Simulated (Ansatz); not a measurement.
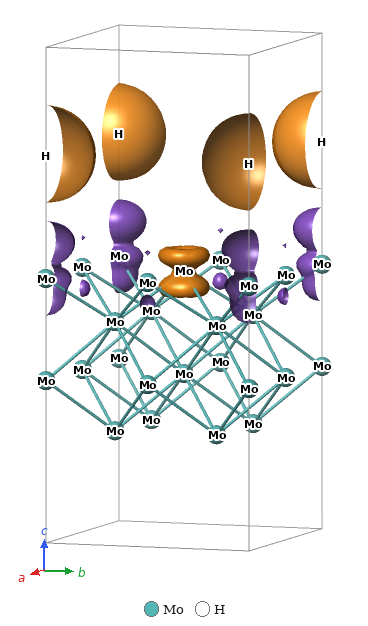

The picture shows: Mo$_{16}$H (slab). Isosurfaces of the spin density at +0.008 (orange) and −0.008 e/Å³ (purple), seen slightly off an axis. Sticks mark near contacts.

A point of a scan over the structure, not its minimum; not relaxed (largest force 1.8 eV/Å); PAW files of the earlier set (soft_1); spin-polarised.

All numbers below come from DFT PBE, scalar-relativistic, plane waves, PAW in Ansatz.

In a PAW calculation such maps are meaningful between the atoms, not at the nuclei.

```xyz
17
Lattice="6.3209 0.0000 0.0000 0.0000 6.3209 0.0000 0.0000 0.0000 21.5884" Properties=species:S:1:pos:R:3 pbc="T T T"
Mo    1.5802    1.5802    3.9999
Mo    1.5802    4.7407    3.9999
Mo    4.7407    1.5802    3.9999
Mo    4.7407    4.7407    3.9999
Mo    0.0000    0.0000    5.5802
Mo    0.0000    3.1605    5.5802
Mo    3.1605    0.0000    5.5802
Mo    3.1605    3.1605    5.5802
Mo    1.5802    1.5802    7.2112
Mo    1.5802    4.7407    7.2112
Mo    4.7407    1.5802    7.2112
Mo    4.7407    4.7407    7.2112
Mo    0.0000    0.0000    8.5883
Mo    0.0000    3.1605    8.5883
Mo    3.1605    0.0000    8.5883
Mo    3.1605    3.1605    8.5883
H     0.0000    0.0000   12.1983
```

Describe the spin distribution.

The spin density sits on H: +0.8 μB in one cell of 17 atoms, with smaller moments on other sites: Mo (up to −0.05 μB): a single local moment. The cell of the calculation (17 atoms) carries 0.8 μB of net spin moment.
